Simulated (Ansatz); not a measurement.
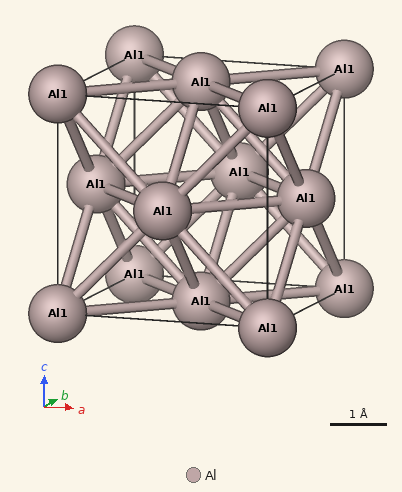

Figure 1. The input geometry of run A (ball-and-stick view of the cell 4 times as large as that of the calculation, set on its symmetry axes, seen slightly off an axis; atoms are numbered from 1 in the order of the input). Near neighbours in the crystal (not all of them lie inside the picture): Al has 12 Al at 2.86 Å.

**Al: a changed input and its effect**

System: Al (Fm-3m, 1 atom in the cell).
Method of run A: DFT r2SCAN, scalar-relativistic, plane waves, PAW, no spin polarisation (Ansatz 0.2.0).

The structure derives from an entry of the Crystallography Open Database. Text and figures count atoms from 1; the logs count them from 0 in places.

## Input, run A
```yaml
crystal:
  lattice:
    - [0.0, 2.0207284053, 2.0207284053]
    - [2.0207284053, 0.0, 2.0207284053]
    - [2.0207284053, 2.0207284053, 0.0]
  atoms:
    - { symbol: Al, position: [0.0, 0.0, 0.0] }
basis:
  ecutwfc: 500
kpoints:
  mp_grid: { grid: [18, 18, 18] }
  band_path:
    path:
      - [[0.0, 0.0, 0.0], [0.5, 0.0, 0.5], [0.625, 0.25, 0.625]]
      - [[0.375, 0.375, 0.75], [0.0, 0.0, 0.0], [0.5, 0.5, 0.5], [0.5, 0.25, 0.75], [0.5, 0.0, 0.5]]
    npoints: 14
hamiltonian:
  xc: r2scan
scf:
  occupations: { method: gaussian, width: 0.1 }
  n_extra_bands: 6
output:
  forces: true
  stress: true
  eigenvalues: true
  populations: true
  dos: { projected: true, de: 0.02, nscf_kmesh: { grid: [27, 27, 27] } }
  bader: true
```

Command:
```bash
ansatz run input.yaml --threads 1 --pin off --max-ram 2560MiB --backend cpu --events-out ev --progress --plain --runs-dir out
```

Hardware: 1 thread of Intel Xeon (Granite Rapids), 176 GiB of memory available, shared host.

## Output, shortened to warnings, some set-up lines, iterations and results (run A)
```
Basis set: ecut = 500 eV, 411 PW (Γ), exchange–correlation on 96×96×96 points (64 copies of the dense FFT grid, shifted against one another)
Symmetry: 48 space group operations
k-points: 195 of 5832
Initial density: superposition of atomic densities (neutral atoms: chi_scale 0, normalization atom), corrected by the library's trained network
[...]
SCF iter   1: F=—  HF=-540.395493 eV  |F-HF|=—  |Δ(HF+E_count)|=         —  Δρ=3.47e-3  dr2=2.24e-3  dr2_τ=4.28e-3  ethr=1.77e-3  ⟨swp⟩=4.8  Hψ=12060  notcnv=0
SCF iter   2: F=—  HF=-540.403390 eV  |F-HF|=—  |Δ(HF+E_count)|=   7.90e-3  Δρ=2.34e-3  dr2=1.01e-3  dr2_τ=2.72e-6  ethr=7.48e-5  ⟨swp⟩=2.3  Hψ=4329  notcnv=0  defer=345
SCF iter   3: F=—  HF=-540.403332 eV  |F-HF|=—  |Δ(HF+E_count)|=   5.81e-5  Δρ=1.06e-3  dr2=1.99e-4  dr2_τ=6.39e-7  ethr=3.38e-5  ⟨swp⟩=1.0  Hψ=1214  notcnv=0  defer=345
SCF iter   4: F=—  HF=-540.403324 eV  |F-HF|=—  |Δ(HF+E_count)|=   8.12e-6  Δρ=3.43e-4  dr2=1.98e-5  dr2_τ=2.70e-8  ethr=6.63e-6  ⟨swp⟩=1.0  Hψ=1214  notcnv=0  defer=345
SCF iter   5: F=—  HF=-540.403324 eV  |F-HF|=—  |Δ(HF+E_count)|=   1.98e-7  Δρ=6.33e-5  dr2=6.60e-7  dr2_τ=7.53e-10  ethr=6.61e-7  ⟨swp⟩=1.0  Hψ=1214  notcnv=0  defer=345
SCF iter   6: F=-540.403324 eV  HF=-540.403324 eV  |F-HF|=1.46e-9  |Δ(HF+E_count)|=   5.67e-8  Δρ=8.04e-6  dr2=1.08e-8  dr2_τ=1.48e-11  ethr=3.33e-9  ⟨swp⟩=6.9  Hψ=7779  …
SCF 1 converged in 6 iterations: F = -540.403324 eV  dr2 = 1.08e-8
NSCF: frozen V_eff on 86 k-points
NSCF: frozen V_eff on 560 k-points
SCF converged after 6 iterations
Free energy (F): -540.403324 eV
Harris-Foulkes:  -540.403324 eV  (|F-HF|=1.46e-9)
Internal energy: -540.400568 eV  (E = F + TS)
E sigma→0 (E₀):  -540.401946 eV
Entropy (-TS):   -0.002757 eV (-2.757 meV/atom)
Fermi energy:    7.973760 eV
--- Per-component energies (eV) ---
  E_band       = 9.783508
  E_kinetic    = 22.970785
  E_local      = 10.279398  (includes V_loc(G=0)·N_el)
  E_nonlocal   = 9.516203
  E_hartree    = 0.115510
  E_xc         = -36.659381
  E_vxc        = -31.081676  (∫ρ·V_xc dr)
  E_paw        = -473.051920  (= ΣΔE_a)
  E_vpaw       = -3.352433  (= ΣTr[D̂ρ^β])
  E_aug_tail   = -0.000001  (compensation charges beyond the density's cutoff)
  E_vtau       = 1.220217  (kinetic-family band-sum trace: ∫τ·v_τ [+ j·A + Jᵃ·Aᵃ] dr)
  E_ewald      = -73.511054
  E_core_change = -0.060108  (= ΣΔE_core)
  E_smearing   = -0.002757  (= −TS)
  E_closure    = 0.000000  (closes the sum)
  Σ components = -540.403324   (vs F -540.403324, Δ=0.00e0)
--- Forces (eV/Å), atoms counted from 1 ---
  atom   1  Al    -0.00000000     0.00000000     0.00000000
  max |Σ_I F_I| component: 2.73e-34 eV/Å
--- Stress (GPa, compression-positive) ---
       -3.119525      -0.000000       0.000000
       -0.000000      -3.119525      -0.000000
        0.000000       0.000000      -3.119525
  P = ⅓ Tr σ = -3.1195 GPa (-31.195 kbar)
--- Löwdin populations: 1 site ---
  site symbol       q [e]
     0     Al      2.9504
  spilling = 0.016520 (of n_electrons = 3.000000)
--- Bader charges: 1 site ---
  site symbol  charge [e]  shift [e]
     0     Al      0.0000     0.0000
  estimated error of the sums over rays = 2.8e-8 e
```

For run B the input was changed thus:
```diff
-  ecutwfc: 500
+  ecutwfc: 420
-  xc: r2scan
+  xc: pbe
+  write_density: true
+  write_potential: true
+  elf: true
+  volumetric_format: npy
```

What does this change do to the results?

The total energies belong to different methods, so their difference says nothing on which is more stable or more accurate. The pressure goes from −3.12 to 0.00 GPa. The functional changes from r2SCAN to PBE. The number of SCF iterations is the same. The plane waves at Γ go from 411 to 331.

## Output, shortened to warnings, some set-up lines, iterations and results (run B)
```
Basis set: ecut = 420 eV, 331 PW (Γ), exchange–correlation on 40×40×40 points (8 copies of the dense FFT grid, shifted against one another)
Symmetry: 48 space group operations
k-points: 195 of 5832
Initial density: superposition of atomic densities (neutral atoms: chi_scale 0, normalization atom), corrected by the library's trained network
[...]
SCF iter   1: F=—  HF=-537.501056 eV  |F-HF|=—  |Δ(HF+E_count)|=         —  Δρ=4.65e-4  dr2=1.08e-5  ethr=1.77e-3  ⟨swp⟩=4.7  Hψ=11880  notcnv=0  defer=6
SCF iter   2: F=—  HF=-537.501097 eV  |F-HF|=—  |Δ(HF+E_count)|=   4.14e-5  Δρ=2.35e-4  dr2=2.47e-6  ethr=3.58e-7  ⟨swp⟩=2.1  Hψ=3376  notcnv=0  defer=14
SCF iter   3: F=-537.501107 eV  HF=-537.501107 eV  |F-HF|=6.26e-9  |Δ(HF+E_count)|=   1.04e-5  Δρ=1.59e-5  dr2=4.04e-8  ethr=8.25e-8  ⟨swp⟩=2.0  Hψ=1502  notcnv=0  defer=14
SCF iter   4: F=-537.501107 eV  HF=-537.501107 eV  |F-HF|=1.31e-9  |Δ(HF+E_count)|=   3.66e-9  Δρ=4.95e-6  dr2=4.56e-9  ethr=1.35e-9  ⟨swp⟩=1.0  Hψ=1212  notcnv=0  defer=14
SCF iter   5: F=-537.501107 eV  HF=-537.501107 eV  |F-HF|=1.52e-11  |Δ(HF+E_count)|=   1.17e-9  Δρ=4.65e-7  dr2=4.28e-11  ethr=1.52e-10  ⟨swp⟩=1.0  Hψ=1212  notcnv=0  defer=14
SCF iter   6: F=-537.501107 eV  HF=-537.501107 eV  |F-HF|=7.96e-13  |Δ(HF+E_count)|=  8.19e-12  Δρ=1.14e-7  dr2=2.56e-12  ethr=1.43e-12  ⟨swp⟩=5.4  Hψ=6717  notcnv=0
SCF 1 converged in 6 iterations: F = -537.501107 eV  dr2 = 2.56e-12
NSCF: frozen V_eff on 86 k-points
NSCF: frozen V_eff on 560 k-points
SCF converged after 6 iterations
Free energy (F): -537.501107 eV
Harris-Foulkes:  -537.501107 eV  (|F-HF|=7.96e-13)
Internal energy: -537.498184 eV  (E = F + TS)
E sigma→0 (E₀):  -537.499646 eV
Entropy (-TS):   -0.002923 eV (-2.923 meV/atom)
Fermi energy:    7.931899 eV
--- Per-component energies (eV) ---
  E_band       = 10.569040
  E_kinetic    = 22.766416
  E_local      = 9.893210  (includes V_loc(G=0)·N_el)
  E_nonlocal   = 10.314571
  E_hartree    = 0.104167
  E_xc         = -39.729867
  E_vxc        = -28.954604  (∫ρ·V_xc dr)
  E_paw        = -467.335626  (= ΣΔE_a)
  E_vpaw       = -3.658887  (= ΣTr[D̂ρ^β])
  E_aug_tail   = -0.000002  (compensation charges beyond the density's cutoff)
  E_ewald      = -73.511054
  E_smearing   = -0.002923  (= −TS)
  E_closure    = 0.000000  (closes the sum)
  Σ components = -537.501107   (vs F -537.501107, Δ=0.00e0)
--- Forces (eV/Å), atoms counted from 1 ---
  atom   1  Al    -0.00000000    -0.00000000     0.00000000
  max |Σ_I F_I| component: 2.98e-32 eV/Å
--- Stress (GPa, compression-positive) ---
       -0.004287      -0.000000       0.000000
       -0.000000      -0.004287       0.000000
       -0.000000       0.000000      -0.004287
  P = ⅓ Tr σ = -0.0043 GPa (-0.043 kbar)
--- Löwdin populations: 1 site ---
  site symbol       q [e]
     0     Al      2.9562
  spilling = 0.014602 (of n_electrons = 3.000000)
--- Bader charges: 1 site ---
  site symbol  charge [e]  shift [e]
     0     Al      0.0000     0.0000
  estimated error of the sums over rays = 8.0e-8 e
```

## The two runs side by side

| quantity | run A | run B |
| --- | --- | --- |
| outcome | converged | converged |
| free energy per atom (eV) | −540.4033 | −537.5011 |
| energy per atom, smearing taken to zero (eV) | −540.4019 | −537.4996 |
| gap on the mesh (eV) | 0.00 | 0.00 |
| pressure (GPa) | −3.12 | 0.00 |
| largest force (eV/Å) | 0.000 | 0.000 |
| SCF iterations | 6 | 6 |
| irreducible k-points | 195 | 195 |
| plane waves at Γ | 411 | 331 |
| wall time (shared host) | 9.6 s | 7.8 s |
